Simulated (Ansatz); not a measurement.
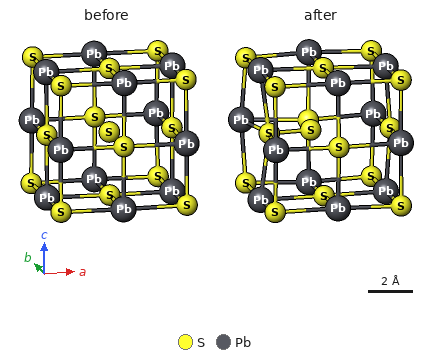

The structure of a defect cell of composition S33Pb31 (cell charge +2) before (left) and after (right) a relaxation, at one scale.

The picture is a ball-and-stick view of the atoms within 5.8 Å of the atom that moves most (axes of the cell of the calculation (origin shifted)), seen slightly off an axis.

The atoms of the start lie slightly off their symmetric places, so part of the fall in energy undoes that.

Level of theory: DFT, PBEsol, PAW, plane waves in Ansatz 0.2.0. Settings: plane-wave cutoff 420 eV; k-point mesh 1 × 1 × 1; mesh shifted by (0.25, 0.25, 0.25); collinear spin; atoms relaxed in a fixed cell; force threshold 0.03 eV/Å; at most 80 steps.

Q: What changed between the two?

A: An S atom moves most: 0.67 Å along [−1 1 0]. By element the largest moves are S 0.67 Å, Pb 0.25 Å. The cell stays as it was. Some distances before and after: S–S 2.934 → 2.053 Å, S–S 2.911 → 2.053 Å, S–S 2.933 → 3.655 Å, Pb–S 2.880 → 3.173 Å. New bonds form, among them: S–S (2.91 → 2.05 Å), S–S (2.93 → 2.05 Å). Among the angles between lasting bonds that change: Pb–S–Pb 179.1° → 163.0°. The energy falls by 2.047 eV per cell of the calculation in 12 geometry steps. The largest force component goes from 0.26 to 0.012 eV/Å. The program noted that the starting moments weren't kept. Cost: 14 s on 1 × NVIDIA GB200 with 8 threads of Arm Neoverse-V2, peak memory 2.1 GiB.

Limits of the set-up: the cell is charged, on a uniform background, and energies carry no finite-size correction.
